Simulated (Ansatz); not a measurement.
# SnO$_{2}$: geometry relaxation (part 1 of 2)

System: SnO$_{2}$ (6 atoms in the cell).
Method: DFT LDA, scalar-relativistic, plane waves, PAW, no spin polarisation (Ansatz 0.2.0).

The structure derives from a Materials Project entry. It belongs to a series of runs on one base structure; here: relaxed at 5 GPa.

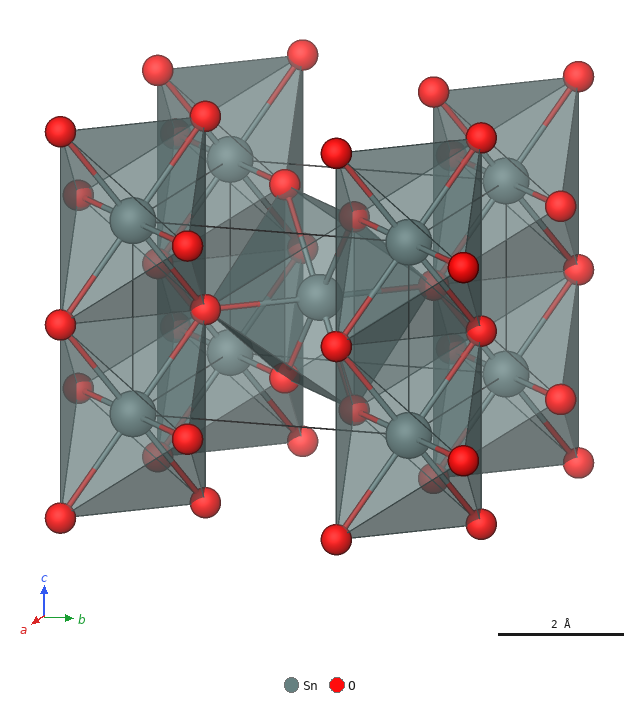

The structure as given in the input (polyhedral view of the cell of the calculation, seen slightly off an axis; polyhedra are completed across the faces of the cell). An atom can appear more than once, as a periodic image.

## The input
```yaml
crystal:
  lattice:
    - [4.6827992747, 0.0, 0.0]
    - [0.0, 4.6807027553, 0.0]
    - [0.0, 0.0, 3.1701906997]
  atoms:
    - { symbol: Sn, position: [0.5, 0.5, 0.5] }
    - { symbol: Sn, position: [0.0, 0.0, 0.0] }
    - { symbol: O, position: [0.3060052295, 0.3058429145, 0.0] }
    - { symbol: O, position: [0.8060052295, 0.1941570855, 0.5] }
    - { symbol: O, position: [0.1939947705, 0.8058429145, 0.5] }
    - { symbol: O, position: [0.6939947705, 0.6941570855, 0.0] }
basis:
  ecutwfc: 420
kpoints:
  mp_grid: { grid: [6, 6, 8] }
hamiltonian:
  xc: lda
scf:
  occupations: { method: gaussian, width: 0.02 }
output:
  forces: true
  stress: true
  eigenvalues: true
  write_density: true
  write_potential: true
  elf: true
  volumetric_format: npy
relax:
  adjacent_minimum: "off"
  f_tol: 0.008
  max_steps: 50
  cell: { stress_tol: 0.08, p_target: 5.0 }
```

Hardware: 1 thread of Intel Xeon @ 2.90GHz (Ice Lake), 32 GiB of memory available, shared host.

Launch command:
```bash
ansatz run input.yaml --threads 1 --pin off --max-ram 2560MiB --backend cpu --events-out ev --progress --plain --runs-dir out
```

## Log
```
Engine: ansatz 0.2.0, x86_64-unknown-linux-gnu
Pseudopotentials: kind: paw
Pseudopotential: Sn, paw, valence charge 14, recommended cutoff 420 eV (normal), Sn.paw.azcp
Pseudopotential: O, paw, valence charge 6, recommended cutoff 420 eV (normal), O.paw.azcp
Functional definition: SPW92
  exchange = slater_x
  correlation = pw_c
Crystal: 6 atoms, lattice volume = 69.487 Å³
Basis set: ecut = 420 eV, 1395 PW (Γ)
Bands: 32, of which v1, the nominal top of the filled ones, is band 26 counted from 1 (25 counted from 0)
Symmetry: 8 space group operations
Space group: Pnnm (ITA 58), of the structure as read, at distance tolerance 4.1e-5 Å
k-points: 80 of 288
Non-local potential: Sn, projectors of the file, l = 0: 2, l = 1: 2, l = 2: 2, l = 3: 2
Non-local potential: O, projectors of the file, l = 0: 2, l = 1: 2, l = 2: 1
PAW form: soft (Blöchl's): semilocal exchange-correlation on the pseudo side does not see the compensation charge
PAW frozen core: Sn, regenerated for the run's functional, and the local potential with it (the file was generated under x = pbe(κ = 0.804, μ = 0.2195149727645171), c = pbe(β = 0.06672455060314922))
PAW frozen core: O, regenerated for the run's functional, and the local potential with it (the file was generated under x = pbe(κ = 0.804, μ = 0.2195149727645171), c = pbe(β = 0.06672455060314922))
PAW one-centre angular grid: Sn, 590 points (default); XC on 64 Gauss nodes
PAW one-centre angular grid: O, 110 points (default); XC on 64 Gauss nodes
Initial density: superposition of atomic densities (neutral atoms: chi_scale 0, normalization atom), corrected by the library's trained network
Initial wavefunctions: pseudopotential atomic-orbital guess
Functional: x = slater, c = lda
SCF iter   1: F=—  HF=-13980.398633 eV  |F-HF|=—  |Δ(HF+E_count)|=         —  Δρ=1.88e-2  dr2=2.02e-1  ethr=1.77e-3  ⟨swp⟩=6.4  Hψ=11389  notcnv=0  defer=1
preconditioner: auto → Resta (q_TF=auto, 2.600 Å⁻¹)  ε∞=3.7  [insulator: Δε(μ)=1.267 eV  Ē_g=19.663 eV  σ=0.020 eV  W_gap=1.00  n_scr=18 (ndim 8)  ℏωp=32.1 eV  f_vac=0.018  D(μ)=0.00/eV (n_scr^D=0)  ε∞_Penn≈3.7]
SCF iter   2: F=—  HF=-13980.339343 eV  |F-HF|=—  |Δ(HF+E_count)|=   5.93e-2  Δρ=4.97e-3  dr2=6.96e-3  ethr=3.88e-4  ⟨swp⟩=2.3  Hψ=4461  notcnv=0  defer=145
SCF iter   3: F=—  HF=-13980.336909 eV  |F-HF|=—  |Δ(HF+E_count)|=   2.43e-3  Δρ=2.11e-3  dr2=1.65e-3  ethr=1.34e-5  ⟨swp⟩=2.0  Hψ=4731  notcnv=0  defer=145
SCF iter   4: F=—  HF=-13980.336371 eV  |F-HF|=—  |Δ(HF+E_count)|=   5.38e-4  Δρ=3.77e-4  dr2=6.15e-5  ethr=3.17e-6  ⟨swp⟩=2.0  Hψ=4321  notcnv=0  defer=145
SCF iter   5: F=—  HF=-13980.336367 eV  |F-HF|=—  |Δ(HF+E_count)|=   3.85e-6  Δρ=6.91e-5  dr2=2.39e-6  ethr=1.18e-7  ⟨swp⟩=1.0  Hψ=2417  notcnv=0  defer=145
SCF iter   6: F=-13980.336368 eV  HF=-13980.336368 eV  |F-HF|=2.22e-8  |Δ(HF+E_count)|=   7.29e-7  Δρ=7.67e-6  dr2=5.80e-8  ethr=1.92e-10  ⟨swp⟩=12.9  Hψ=20122  notcnv=0
SCF 1 converged in 6 iterations: F = -13980.336368 eV  dr2 = 5.80e-8
  greatest PAW one-centre occupation: 0.998 electrons in one spin orbital (limit 2), on the Sn atom at site 0 (counted from 0), in its partial waves of l = 2
relax step   1: F+E_penalty+E_count = -13980.33636765 eV  Δ(F+E_penalty+E_count) = +0.000e0 eV  max|allowed force component| = 3.289e-2 eV/Å  Δτ_max = 0.0000 Å  P = +5.277 GPa  Ω = 69.487 Å³  (6 SCF iters, dr2 threshold 1.00e-7 eV, accepted)
Crystal: 6 atoms, lattice volume = 69.537 Å³
Initial density: handed on by an earlier stage of this run
Initial wavefunctions: those handed on with the density
iter 1 solved again at ethr=8.71e-8 eV; its pass at ethr=3.10e-3 eV (dr2=4.53e-5 eV) is discarded
SCF iter   1: F=—  HF=-13980.338031 eV  |F-HF|=—  |Δ(HF+E_count)|=         —  Δρ=3.16e-4  dr2=4.36e-5  ethr=8.71e-8  ⟨swp⟩=3.0  Hψ=13895  notcnv=0
preconditioner: auto → Resta (q_TF=auto, 2.599 Å⁻¹)  ε∞=3.7  [insulator: Δε(μ)=1.418 eV  Ē_g=19.707 eV  σ=0.020 eV  W_gap=1.00  n_scr=18 (ndim 8)  ℏωp=32.1 eV  f_vac=0.010  D(μ)=0.00/eV (n_scr^D=0)  ε∞_Penn≈3.7]
SCF iter   2: F=—  HF=-13980.338019 eV  |F-HF|=—  |Δ(HF+E_count)|=   1.21e-5  Δρ=1.19e-4  dr2=5.51e-6  ethr=8.38e-8  ⟨swp⟩=2.0  Hψ=3465  notcnv=0
SCF iter   3: F=—  HF=-13980.338017 eV  |F-HF|=—  |Δ(HF+E_count)|=   1.28e-6  Δρ=5.29e-5  dr2=1.34e-6  ethr=1.06e-8  ⟨swp⟩=2.0  Hψ=4130  notcnv=0
SCF iter   4: F=-13980.338017 eV  HF=-13980.338017 eV  |F-HF|=6.92e-9  |Δ(HF+E_count)|=   3.48e-7  Δρ=6.78e-6  dr2=3.34e-8  ethr=1.15e-9  ⟨swp⟩=10.3  Hψ=18859  notcnv=0
SCF 2 converged in 4 iterations: F = -13980.338017 eV  dr2 = 3.34e-8
relax step   2: F+E_penalty+E_count = -13980.33801708 eV  Δ(F+E_penalty+E_count) = -1.649e-3 eV  max|allowed force component| = 2.547e-2 eV/Å  Δτ_max = 0.0002 Å  P = +4.997 GPa  Ω = 69.537 Å³  energy of the carried Pulay correction = -3.564e-4 eV  (4 SCF iters, dr2 threshold 6.00e-7 eV, accepted)
Crystal: 6 atoms, lattice volume = 69.525 Å³
iter 1 solved again at ethr=3.03e-8 eV; its pass at ethr=3.10e-3 eV (dr2=1.58e-5 eV) is discarded
SCF iter   1: F=—  HF=-13980.337841 eV  |F-HF|=—  |Δ(HF+E_count)|=         —  Δρ=2.28e-4  dr2=1.78e-5  ethr=3.03e-8  ⟨swp⟩=2.4  Hψ=12649  notcnv=0
preconditioner: auto → Resta (q_TF=auto, 2.599 Å⁻¹)  ε∞=3.7  [insulator: Δε(μ)=1.416 eV  Ē_g=19.708 eV  σ=0.020 eV  W_gap=1.00  n_scr=18 (ndim 8)  ℏωp=32.1 eV  f_vac=0.010  D(μ)=0.00/eV (n_scr^D=0)  ε∞_Penn≈3.7]
SCF iter   2: F=—  HF=-13980.337836 eV  |F-HF|=—  |Δ(HF+E_count)|=   4.89e-6  Δρ=1.21e-4  dr2=5.41e-6  ethr=3.03e-8  ⟨swp⟩=1.0  Hψ=2560  notcnv=0
iter 3 did not close the SCF: its close was put off for the readings that it lacked (scf_convergence_deferred on its scf_iter line)
SCF iter   3: F=-13980.337834 eV  HF=-13980.337834 eV  |F-HF|=5.92e-9  |Δ(HF+E_count)|=   2.01e-6  Δρ=7.80e-6  dr2=2.47e-8  ethr=1.04e-8  ⟨swp⟩=2.0  Hψ=3520  notcnv=0
iter 4 did not close the SCF: its close was put off for the readings that it lacked (scf_convergence_deferred on its scf_iter line)
SCF iter   4: F=-13980.337834 eV  HF=-13980.337834 eV  |F-HF|=8.57e-10  |Δ(HF+E_count)|=   3.02e-9  Δρ=1.71e-6  dr2=1.96e-9  ethr=4.74e-11  ⟨swp⟩=2.1  Hψ=4419  notcnv=0
iter 5 did not close the SCF: its close was put off for the readings that it lacked (scf_convergence_deferred on its scf_iter line)
SCF iter   5: F=-13980.337834 eV  HF=-13980.337834 eV  |F-HF|=8.91e-11  |Δ(HF+E_count)|=  2.67e-10  Δρ=5.70e-7  dr2=2.20e-10  ethr=3.77e-12  ⟨swp⟩=2.1  Hψ=3656  notcnv=0
SCF iter   6: F=-13980.337834 eV  HF=-13980.337834 eV  |F-HF|=0.00e0  |Δ(HF+E_count)|=  2.73e-11  Δρ=9.23e-8  dr2=5.79e-12  ethr=1.00e-12  ⟨swp⟩=5.3  Hψ=12888  notcnv=0
SCF 3 converged in 6 iterations: F = -13980.337834 eV  dr2 = 5.79e-12
  greatest PAW one-centre occupation: 0.998 electrons in one spin orbital (limit 2), on the Sn atom at site 1 (counted from 0), in its partial waves of l = 2
relax step   3: F+E_penalty+E_count = -13980.33783409 eV  Δ(F+E_penalty+E_count) = +1.830e-4 eV  max|allowed force component| = 2.712e-4 eV/Å  Δτ_max = 0.0013 Å  P = +4.982 GPa  Ω = 69.525 Å³  energy of the carried Pulay correction = -2.699e-4 eV  (6 SCF iters, accepted)
Initial wavefunctions: pseudopotential atomic-orbital guess (no wavefunctions were taken with the density)
iter 1 solved again at ethr=2.36e-8 eV; its pass at ethr=3.10e-3 eV (dr2=1.22e-5 eV) is discarded
SCF iter   1: F=—  HF=-13980.338039 eV  |F-HF|=—  |Δ(HF+E_count)|=         —  Δρ=2.01e-5  dr2=3.22e-8  ethr=2.36e-8  ⟨swp⟩=3.7  Hψ=19023  notcnv=0
SCF iter   2: F=—  HF=-13980.338039 eV  |F-HF|=—  |Δ(HF+E_count)|=   1.34e-7  Δρ=1.04e-5  dr2=8.50e-9  ethr=6.19e-11  ⟨swp⟩=2.9  Hψ=4201  notcnv=0
SCF iter   3: F=—  HF=-13980.338039 eV  |F-HF|=—  |Δ(HF+E_count)|=   1.10e-8  Δρ=6.67e-7  dr2=1.91e-10  ethr=1.64e-11  ⟨swp⟩=2.5  Hψ=3711  notcnv=0
iter 4 did not close the SCF: its close was put off for the readings that it lacked (scf_convergence_deferred on its scf_iter line)
SCF iter   4: F=-13980.338039 eV  HF=-13980.338039 eV  |F-HF|=1.46e-11  |Δ(HF+E_count)|=  4.91e-11  Δρ=2.53e-7  dr2=2.55e-11  ethr=1.00e-12  ⟨swp⟩=1.2  Hψ=2689  notcnv=0
iter 5 did not close the SCF: its close was put off for the readings that it lacked (scf_convergence_deferred on its scf_iter line)
SCF iter   5: F=-13980.338039 eV  HF=-13980.338039 eV  |F-HF|=1.82e-12  |Δ(HF+E_count)|=  1.82e-12  Δρ=3.26e-8  dr2=7.30e-13  ethr=1.00e-12  ⟨swp⟩=1.0  Hψ=2560  notcnv=0
iter 6 did not close the SCF: its close was put off for the readings that it lacked (scf_convergence_deferred on its scf_iter line)
SCF iter   6: F=-13980.338039 eV  HF=-13980.338039 eV  |F-HF|=1.09e-11  |Δ(HF+E_count)|=  9.09e-12  Δρ=1.28e-8  dr2=1.40e-13  ethr=1.00e-12  ⟨swp⟩=1.0  Hψ=2560  notcnv=0
iter 7 did not close the SCF: its close was put off for the readings that it lacked (scf_convergence_deferred on its scf_iter line)
SCF iter   7: F=-13980.338039 eV  HF=-13980.338039 eV  |F-HF|=0.00e0  |Δ(HF+E_count)|=  1.46e-11  Δρ=7.20e-9  dr2=2.67e-14  ethr=1.00e-12  ⟨swp⟩=1.0  Hψ=2560  notcnv=0
SCF iter   8: F=-13980.338039 eV  HF=-13980.338039 eV  |F-HF|=7.28e-12  |Δ(HF+E_count)|=  3.64e-12  Δρ=1.49e-9  dr2=1.49e-15  ethr=1.00e-12  ⟨swp⟩=3.5  Hψ=7825  notcnv=0
SCF 4 converged in 8 iterations: F = -13980.338039 eV  dr2 = 1.49e-15
relax step   4: F+E_penalty+E_count = -13980.33803910 eV  Δ(F+E_penalty+E_count) = -2.050e-4 eV  max|allowed force component| = 4.335e-4 eV/Å  Δτ_max = 0.0000 Å  P = +4.988 GPa  Ω = 69.525 Å³  stress off target by 1.41e-2 GPa  SCF on the basis re-selected at this cell (its energy is not comparable with the rows above)  (8 SCF iters)
```

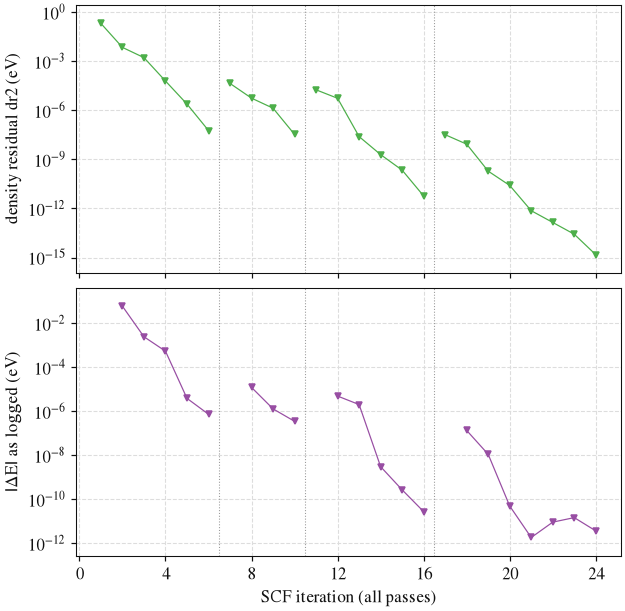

Convergence of the self-consistent field: density residual dr2 and size of the energy change against the SCF iteration. The dotted lines part the SCF passes of the relaxation: geometry steps, rejected trials and re-solves on a re-selected basis. The passes take 6, 4, 6 and 8 iterations.
